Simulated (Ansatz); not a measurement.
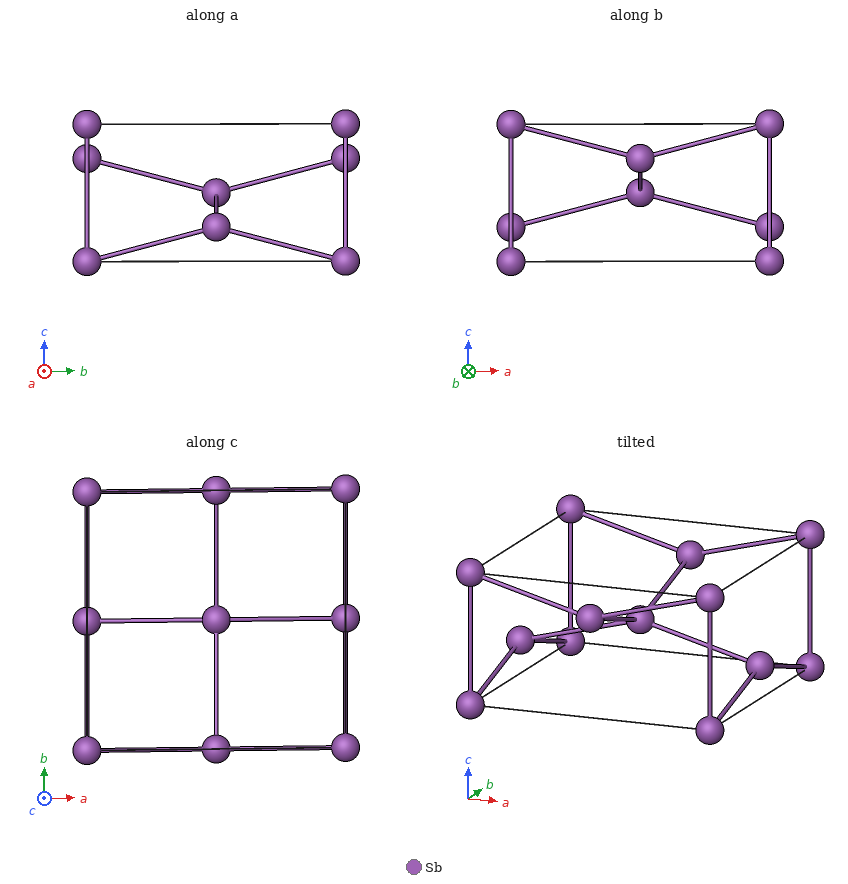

Shown here is a ball-and-stick view of the crystal, taken along the a axis, along the b axis, along the c axis and slightly off an axis. Thin lines show the drawn cell (a repeat of the simulation cell), with boundary atoms drawn in all their periodic places.

Lattice parameters: a = 5.7994 Å, b = 5.7994 Å, c = 3.0797 Å, α = 89.899°, β = 89.899°, γ = 89.320°.

**Reconstruct the structure as a CIF in P1 with every atom of the cell.**

```cif
data_structure
_symmetry_space_group_name_H-M 'P 1'
_symmetry_Int_Tables_number 1
_cell_length_a 5.7994
_cell_length_b 5.7994
_cell_length_c 3.0797
_cell_angle_alpha 89.899
_cell_angle_beta 89.899
_cell_angle_gamma 89.320
_cell_volume 103.57
loop_
_atom_site_label
_atom_site_type_symbol
_atom_site_fract_x
_atom_site_fract_y
_atom_site_fract_z
_atom_site_occupancy
Sb1 Sb 0.0000 0.9999 0.0000 1
Sb2 Sb 0.4999 0.0000 0.7500 1
Sb3 Sb 0.5000 0.4999 0.5000 1
Sb4 Sb 0.9999 0.5000 0.2500 1
```

Its origin is a structure type filled with this element by a generator (whether the element takes this form wasn't checked). Earlier steps of the study may have refined or changed the cell and positions. Ansatz was used for an electronic-structure calculation on it.

At this level of theory the cell isn't at rest (compressed, at 7 GPa), so its distances can differ from those at equilibrium, the more so the softer the solid.
